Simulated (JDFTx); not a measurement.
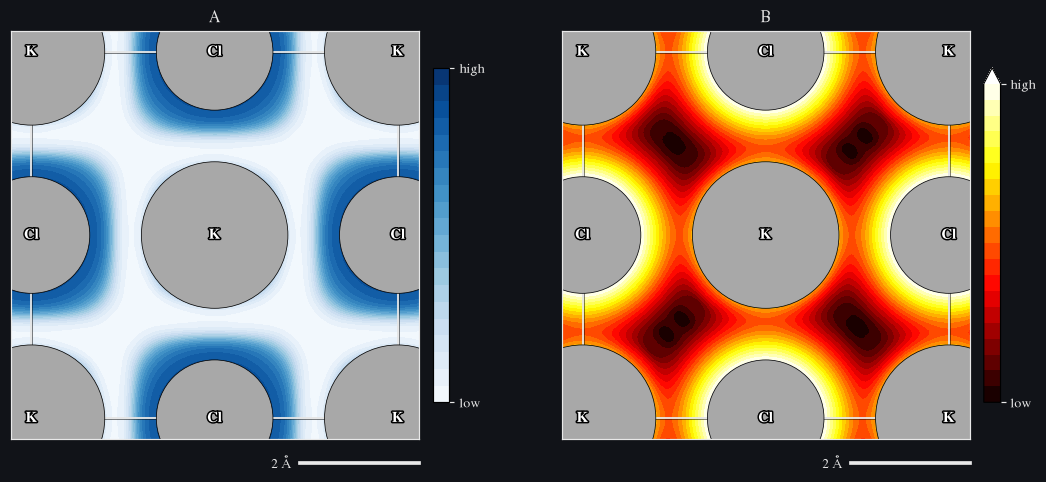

KCl: 2 fields on the (100) plane of the conventional cell, with unlabelled colour scales. Grey discs cover the atomic cores.

Space group Fm-3m.

Level of theory: Kohn-Sham DFT of a periodic cell, LDA, PseudoDojo-SR-LDA-0.4.1-standard in JDFTx.

### The panels show electron localisation function and valence pseudo-density in some order. Assign them.

Panel A: electron localisation function. Panel B: valence pseudo-density. From the grid: K–Cl (3.08 Å): the density is about 0.11 e/Å³ at the midpoint; the ELF peaks at about 0.90 in the valence shell of Cl, 0.8 Å from its nucleus, and drops to about 0.05 between the two atoms; an ionic contact with no shared pair.
